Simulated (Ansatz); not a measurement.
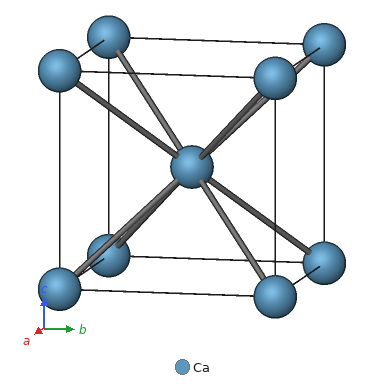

System: Ca, space group Im-3m (No. 229). The picture shows the conventional cell.

The given structure:
```xyz
1
Lattice="-2.2400 2.2400 2.2400 2.2400 -2.2400 2.2400 2.2400 2.2400 -2.2400" Properties=species:S:1:pos:R:3 pbc="T T T"
Ca    0.0000    0.0000    0.0000
```

Method: periodic Kohn-Sham DFT of a crystal at fixed atoms, scaled to the stated factor times the given cell; pressure positive in compression (Ansatz 0.2.0). Level: PBE.

- method: frozen-core PAW
- relativity: scalar
- k mesh: 10×10×10
- occupations: Fermi–Dirac
- smearing width: 0.05 eV
- wave cutoff: 420 eV
- PAW set: soft_2

V(given) is 44.96 Å³/atom.

What does the calculation give for the pressure against V/V(given)? The V/V(given) takes the values 0.941, 0.980, 1.000, 1.020, 1.060.

The pressure falls from −0.048 GPa at V/V(given) 0.941 to −1.700 GPa at 1.060.

| V/V(given) | pressure (GPa) |
| --- | --- |
| 0.941 | −0.048 |
| 0.980 | −0.686 |
| 1.000 | −0.973 |
| 1.020 | −1.236 |
| 1.060 | −1.700 |

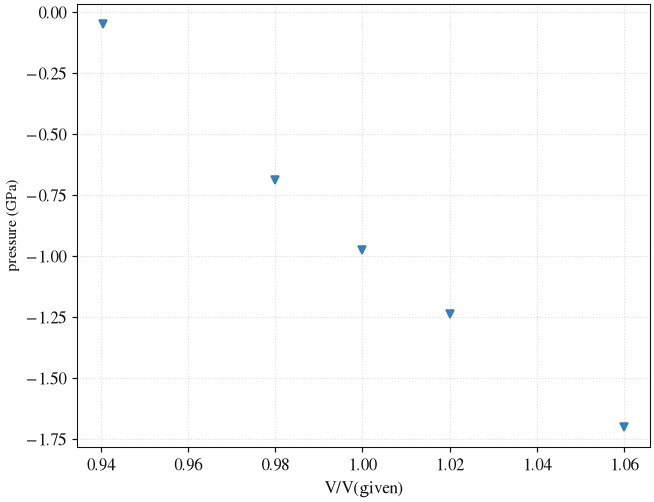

Keep in mind: the volumes run don't bracket the minimum of the energy, so any equilibrium value is extrapolated.
